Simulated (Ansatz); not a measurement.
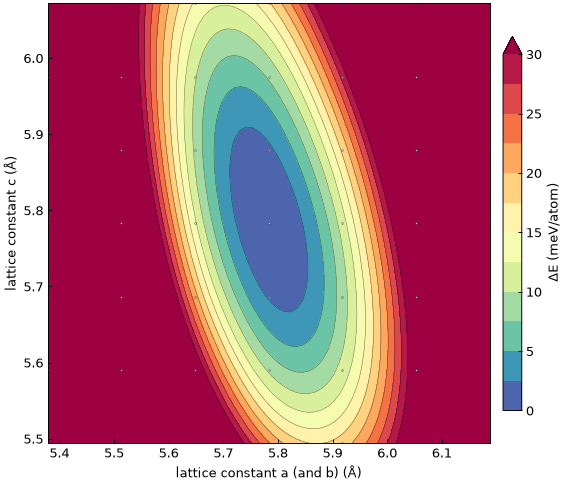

Al2Cu (Fm-3m, No. 225; 3 atoms in the cell). The energy is mapped over the lattice constants a and c of the conventional cell. First axis: lattice constant a (and b). Second axis: lattice constant c. Nothing is relaxed (symmetry fixes all fractional coordinates). The scan uses a 7 × 7 grid. Energies are in meV/atom, from the lowest grid point. These are results of Ansatz 0.2.0, DFT PBE, scalar-relativistic, plane waves, PAW, not measurements. Settings: cutoff 520 eV, k-mesh 14×14×14, gaussian smearing 0.15 eV, no spin polarisation.

The picture shows filled contours, dots at the grid points, one colour for all values above the top of the scale. Between grid points the surface is interpolated.

> Where is the minimum, and how stiff is the well along each coordinate?

The interpolated minimum is at lattice constant a (and b) ≈ 5.783 Å, lattice constant c ≈ 5.783 Å. The curvatures there are about 4 eV/Å² and 1.4 eV/Å², with a cross term of about 1.2 eV/Å² (per cell of 3 atoms). Round the minimum the valley is somewhat tilted: raising lattice constant a (and b) shifts the best value of lattice constant c downwards (coupling k₁₂/√(k₁₁k₂₂) about 0.5).

PAW datasets: the set soft_1.
